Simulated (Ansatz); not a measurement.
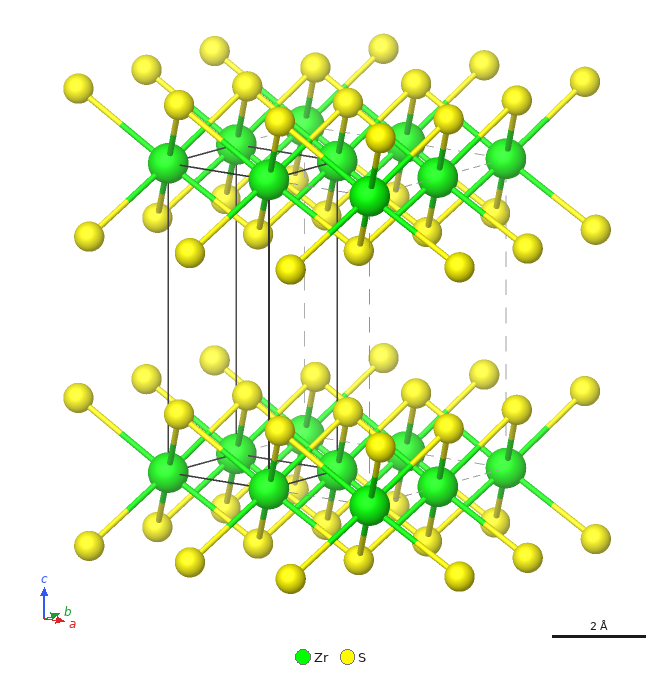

The image is a ball-and-stick drawing of a crystal, viewed slightly off an axis. Shown are 2×2×1 repeats of the unit cell, one of them outlined in solid lines. Some neighbours outside the box are added.

Cell constants: a = 3.685 Å, b = 3.685 Å, c = 6.758 Å, α = 90.00°, β = 90.00°, γ = 120.00°.

Bond cut-offs: S–Zr up to 3.27 Å (cut-off distances).

The composition is ZrS2.

How many neighbours does S have, and of what kind?

Answer. Each S has three Zr in a trigonal pyramidal arrangement at about 2.6 Å.

What are the neighbours of Zr?

Answer. Each Zr has six S in an octahedral arrangement at about 2.6 Å. Not all metal-metal contacts are counted.

Does the bonding give isolated units, chains, sheets or a framework?

Answer. The bonds build ZrS2 layers parallel to (001).

Identify the parent structure behind the distortion.

Answer. Strictly the space group is P3m1 (No. 156, within 0.01 Å). It is a distorted form of a primitive hexagonal structure, space group P-3m1 (No. 164) within 0.25 Å: cadmium iodide (CdI₂, 1T) type.

The structure was taken from a structure type known for this compound. The cell was then strained or its atoms displaced on purpose. An electronic-structure calculation with Ansatz was run on it.

At this level of theory the cell isn't at rest (forces up to 0.7 eV/Å), so its distances can differ from those at equilibrium, the more so the softer the solid.
